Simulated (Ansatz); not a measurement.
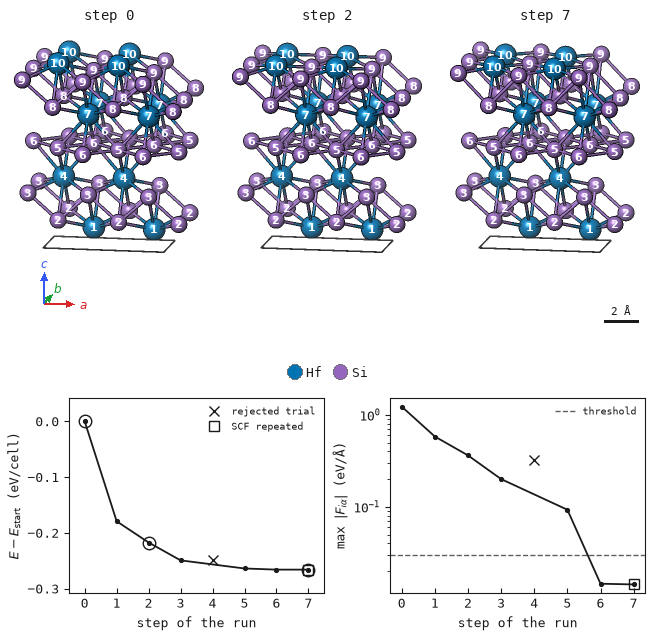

Frames of a constrained relaxation of a slab of composition Hf$_{2}$Si$_{3}$ (cut from the Cmcm phase), marked on the history of the run. A ball-and-stick model of the 2 × 1 repeat of the cell, outlined in the plane, without the vacuum, seen slightly off an axis.

Case: clean slab, lower half held. The slab is the (0 1 0) face of HfSi2. 4 atoms are held fixed.

Level of theory: DFT PBEsol, scalar-relativistic, plane waves, PAW in Ansatz 0.2.0.

Input file:
```yaml
crystal:
  lattice:
    - [3.6361020419, 0.0, 0.0]
    - [0.0, 3.6500013776, 0.0]
    - [0.0, 0.0, 27.1762398152]
  atoms:
    - { symbol: Hf, position: [0.75, 0.5, 0.3127732187] }
    - { symbol: Si, position: [0.25, 0.0, 0.3389092556] }
    - { symbol: Si, position: [0.75, 0.0, 0.3971653608] }
    - { symbol: Hf, position: [0.25, 0.5, 0.4233013977] }
    - { symbol: Si, position: [0.25, 0.0, 0.4998841435] }
    - { symbol: Si, position: [0.75, 0.5, 0.5001158565] }
    - { symbol: Hf, position: [0.75, 0.0, 0.5766986023] }
    - { symbol: Si, position: [0.25, 0.5, 0.6028346392] }
    - { symbol: Si, position: [0.75, 0.5, 0.6610907444] }
    - { symbol: Hf, position: [0.25, 0.0, 0.6872267813] }
basis:
  ecutwfc: 420
kpoints:
  mp_grid: { grid: [8, 8, 1] }
hamiltonian:
  xc: pbesol
scf:
  occupations: { method: gaussian, width: 0.1 }
output:
  forces: true
  eigenvalues: true
relax:
  adjacent_minimum: "off"
  f_tol: 0.03
  max_steps: 70
  constraints: [{ sites: [0, 1, 2, 3] }]
efield:
  axis: 3
  dipole_correction: true
  ramp_width: 0.04
```

Launched with:
```bash
ansatz run input.yaml --threads 2 --pin off --max-ram 5120MiB --backend cpu --events-out ev --progress --plain --runs-dir out
```

> What happens along the run?

The atom that moves furthest is Si9 (0.40 Å along the normal (+c)). By element the largest moves are Si 0.40 Å, Hf 0.19 Å. The cell doesn't change. Some distances before and after: Hf7–Si9 2.931 → 3.253 Å, Si8–Hf10 2.931 → 2.701 Å, Si8–Si9 2.411 → 2.610 Å, Hf7–Hf10 3.511 → 3.347 Å. Bond angles that change, for instance: Si9–Hf10–Si9 149.2° → 174.8°, Si8–Hf10–Si9 102.5° → 116.4°, Si8–Hf10–Si8 77.0° → 85.0°. Over 5 accepted moves (7 points after the start) the energy falls by 0.266 eV per cell of the calculation. The largest force component goes from 1.2 to 0.014 eV/Å. The line search rejected the trial step at point 4 of the run. 1 step only repeated the SCF at the same geometry. From step 0 to 2: Si9 moves most (0.20 Å), energy −0.217 eV per cell of the calculation. From step 2 to 7: Si9 moves most (0.20 Å), energy −48.6 meV per cell of the calculation.

```csv
step,"E − E(0), meV/atom","largest force component, eV/Å",note
0,0.00,1.2286,
1,-17.90,0.5811,
2,-21.71,0.3624,
3,-24.91,0.2003,
4,-24.77,0.3212,rejected
5,-26.36,0.0930,
6,-26.57,0.0146,
7,-26.57,0.0143,"same geometry, SCF repeated"
```
